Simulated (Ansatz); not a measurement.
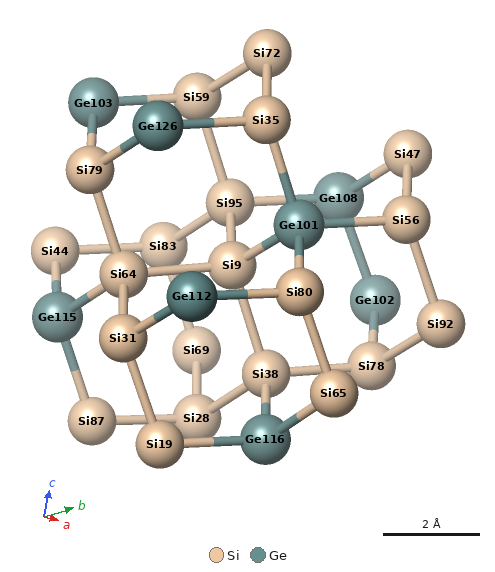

Solid Si$_{96}$Ge$_{32}$ (a generated structure, set up in P1), before the relaxation. A ball-and-stick model of the atoms within 5.0 Å of the atom that moves most (axes of the cell of the calculation), seen slightly off an axis.

These are results of DFT, PBEsol, PAW, plane waves (Ansatz), not measurements.

(plane-wave cutoff 420 eV; k-point mesh 1 × 1 × 1; mesh shifted by (0.5, 0.5, 0.5); no spin polarisation; cell relaxed at fixed shape; force threshold 0.03 eV/Å; at most 80 steps)

```
Si Ge
1.0
     0.00000   10.98698   10.98698
    10.98698    0.00000   10.98698
    10.98698   10.98698    0.00000
Si Ge
96 32
Direct
  0.00197 0.99778 0.00001
  0.50072 0.99921 0.00261
  0.00098 0.49938 0.99837
  0.00014 0.99873 0.50001
  0.25058 0.24864 0.25114
  0.50230 0.49956 0.00123
  0.50000 0.00026 0.50268
  0.75079 0.25014 0.24845
  0.99711 0.50184 0.50438
  0.25116 0.24837 0.75091
  0.50186 0.49810 0.49816
  0.75023 0.75001 0.24874
  0.74963 0.25300 0.74870
  0.24960 0.74701 0.75223
  0.06012 0.06385 0.06303
  0.56656 0.05915 0.06295
  0.06273 0.56168 0.06274
  0.06315 0.06173 0.56089
  0.31479 0.31308 0.31277
  0.81113 0.31183 0.31227
  0.31253 0.81290 0.31174
  0.31452 0.31042 0.81069
  0.56202 0.56300 0.56294
  0.81106 0.81116 0.81409
  0.00292 0.99794 0.24981
  0.25081 0.24839 0.99875
  0.75147 0.24938 0.00214
  0.99830 0.50082 0.24701
  0.25101 0.74960 0.00036
  0.00009 0.99986 0.74914
  0.24725 0.25005 0.50245
  0.49993 0.49887 0.25073
  0.74950 0.75119 0.99821
  0.50113 0.99989 0.74829
  0.99812 0.50332 0.74895
  0.25039 0.75204 0.49908
  0.31346 0.31118 0.06170
  0.06496 0.56127 0.31209
  0.31397 0.81263 0.06182
  0.06514 0.06136 0.81360
  0.56415 0.56001 0.31124
  0.81164 0.81234 0.06367
  0.56309 0.06113 0.81580
  0.81261 0.30858 0.56471
  0.06176 0.56159 0.81307
  0.31230 0.81023 0.56527
  0.81307 0.81300 0.56108
  0.00183 0.24768 0.99840
  0.24640 0.00337 0.25023
  0.74840 0.00056 0.24895
  0.99995 0.75168 0.00016
  0.49793 0.74754 0.00219
  0.50015 0.25093 0.49942
  0.75109 0.49761 0.25205
  0.74915 0.00023 0.75038
  0.99889 0.75092 0.49906
  0.25138 0.49909 0.74902
  0.49994 0.75041 0.50197
  0.74856 0.50007 0.75117
  0.06477 0.30927 0.06493
  0.31310 0.06420 0.31323
  0.81443 0.06228 0.31212
  0.05982 0.81201 0.06309
  0.06175 0.31083 0.56224
  0.31090 0.56290 0.31534
  0.56034 0.81628 0.06135
  0.31064 0.06360 0.81217
  0.56202 0.31285 0.56212
  0.81327 0.55869 0.31424
  0.81146 0.06185 0.81226
  0.05900 0.81409 0.56387
  0.81069 0.56452 0.81257
  0.25083 0.99869 0.99781
  0.75272 0.00281 0.99834
  0.25029 0.49927 0.99736
  0.24898 0.99876 0.50063
  0.74905 0.50097 0.99768
  0.99799 0.74924 0.25280
  0.00049 0.25038 0.74885
  0.25123 0.50164 0.49760
  0.50094 0.74980 0.24962
  0.49795 0.25434 0.74867
  0.75090 0.49943 0.50014
  0.49879 0.75181 0.74834
  0.31636 0.06166 0.06190
  0.81190 0.06356 0.06337
  0.06053 0.31405 0.31338
  0.31416 0.06270 0.56113
  0.56062 0.31355 0.31130
  0.81166 0.56414 0.06362
  0.81206 0.06363 0.56202
  0.06168 0.81231 0.31236
  0.31184 0.55957 0.56672
  0.56285 0.31284 0.81250
  0.81363 0.55824 0.56344
  0.06026 0.81387 0.81237
  0.24877 0.75162 0.25111
  0.75030 0.74896 0.75233
  0.56378 0.56136 0.06110
  0.56412 0.06255 0.56264
  0.06080 0.56173 0.56213
  0.81131 0.81475 0.31390
  0.81208 0.31603 0.81200
  0.31134 0.81344 0.81168
  0.49891 0.99951 0.25002
  0.75272 0.24902 0.49741
  0.49895 0.50123 0.75102
  0.75161 0.74957 0.49939
  0.06199 0.06361 0.31184
  0.56339 0.05992 0.31498
  0.81323 0.31111 0.06237
  0.31175 0.31203 0.56186
  0.56388 0.56113 0.81186
  0.49989 0.25028 0.99830
  0.99900 0.25261 0.49966
  0.25089 0.50069 0.24931
  0.25173 0.00054 0.74919
  0.56414 0.31099 0.06228
  0.31379 0.56244 0.81206
  0.56197 0.81316 0.56097
  0.99929 0.24796 0.25041
  0.50103 0.24913 0.24931
  0.75302 0.99909 0.49892
  0.99815 0.75165 0.75132
  0.31100 0.56339 0.06343
  0.06374 0.31075 0.81277
  0.56267 0.81097 0.31172
  0.56043 0.81299 0.81548
```

### Predict the outcome.

The largest moves relative to the cell, 0.094 Å, are those of Si9 and Si89. Si9 goes along [1 −2 −3]. Largest moves by element: Si 0.094 Å, Ge 0.083 Å. Cell: a = b = c 15.538 → 15.516 Å (−0.1 %). Volume −0.4 %. Among the contacts that change: Si9–Ge101 2.301 → 2.409 Å, Ge102–Ge108 2.354 → 2.436 Å, Si28–Si38 2.439 → 2.364 Å, Si64–Ge115 2.329 → 2.397 Å. Bond angles that change, for instance: Si38–Si9–Si64 106.2° → 110.8°, Si9–Si38–Si78 106.9° → 111.3°, Si95–Si9–Ge101 112.8° → 109.2°. The space group stays P1 (No. 1). The energy falls by 1.807 eV per cell of the calculation in 3 geometry steps. The largest force component goes from 1.5 to 0.025 eV/Å. The pressure goes from −0.22 to 0.01 GPa. The run took 5.7 s on 1 × NVIDIA GB200 with 8 threads of Arm Neoverse-V2, peak memory 2.4 GiB.

History of the run:

```csv
step,"E − E(0), meV/atom","largest force component, eV/Å","pressure, GPa"
0,0.00,1.4988,-0.22
1,-13.43,0.2852,0.02
2,-14.14,0.0247,0.01
3,-14.12,0.0248,0.01
```

The end point in the same view:

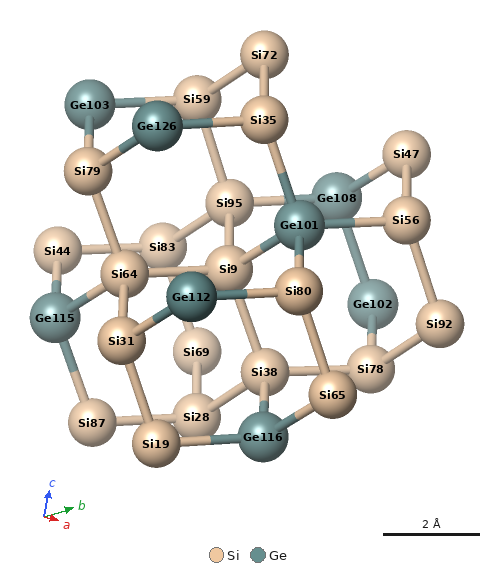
